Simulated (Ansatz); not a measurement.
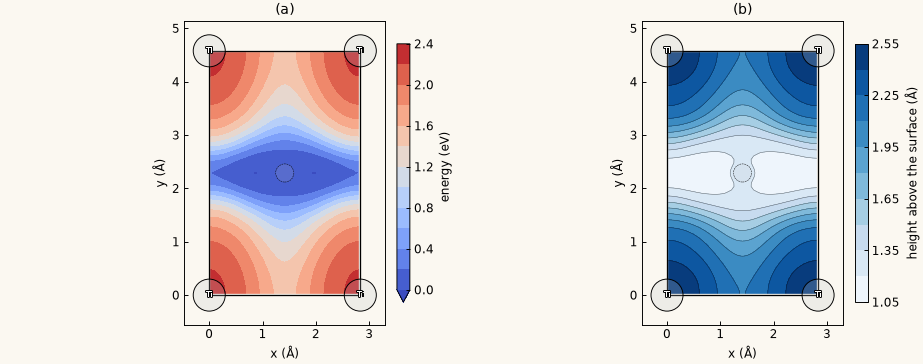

Si on a Ti(100) slab cut from the P6/mmm phase, its upper half relaxed before the scan (6 atoms of substrate and one adsorbate in a 1 × 1 cell). Si is moved over the surface cell; relaxed at each place: the height of the adsorbate's atoms; substrate rigid; the origin of the map has the adsorbate above Ti6. Places are given modulo a cell vector. The map is drawn in real space over the plane of the surface. The grid has 6 × 10 points; 24 points were computed and 36 follow by symmetry. All energies are given in eV relative to the lowest grid point. With one adsorbate in each 1 × 1 cell, its nearest image is 2.8 Å away, so neighbouring adsorbates interact. Level of theory: DFT PBE, scalar-relativistic, plane waves, PAW (Ansatz). Settings: cutoff 420 eV, k-mesh 9×6×1, gaussian smearing 0.1 eV, no spin polarisation.

Panel (a) is the energy and panel (b) the computed height above the surface on the same grid.

The picture shows filled contours, labelled circles for the atoms of the top layer and small ones for the second layer, the outline of one cell of the plane. Between grid points the surface is interpolated.

Q: How does the height above the surface vary over the map, and what is it at the lowest grid point?

A: It runs from 1.09 Å at the trough between two rows of top atoms, (0/6, 5/10) of the cell vectors to 2.51 Å at the top site over a surface Ti atom, (0/6, 0/10) of the cell vectors. At the lowest grid point, (2/6, 5/10) of the cell vectors [nearest 1 Ti at 2.49 Å], it is 1.17 Å.

| second ↓, first → | 0/6 | 1/6 | 2/6 | 3/6 | 4/6 | 5/6 |
| --- | --- | --- | --- | --- | --- | --- |
| 9/10 | 2.46 | 2.39 | 2.19 | 2.04 | 2.19 | 2.39 |
| 8/10 | 2.30 | 2.22 | 2.01 | 1.86 | 2.01 | 2.22 |
| 7/10 | 1.99 | 1.89 | 1.66 | 1.51 | 1.66 | 1.89 |
| 6/10 | 1.38 | 1.29 | 1.22 | 1.23 | 1.22 | 1.29 |
| 5/10 | 1.09 | 1.11 | 1.17 | 1.21 | 1.17 | 1.11 |
| 4/10 | 1.38 | 1.29 | 1.22 | 1.23 | 1.22 | 1.29 |
| 3/10 | 1.99 | 1.89 | 1.66 | 1.51 | 1.66 | 1.89 |
| 2/10 | 2.30 | 2.22 | 2.01 | 1.86 | 2.01 | 2.22 |
| 1/10 | 2.46 | 2.39 | 2.19 | 2.04 | 2.19 | 2.39 |
| 0/10 | 2.51 | 2.44 | 2.25 | 2.10 | 2.25 | 2.44 |

PAW datasets: the set soft_1.
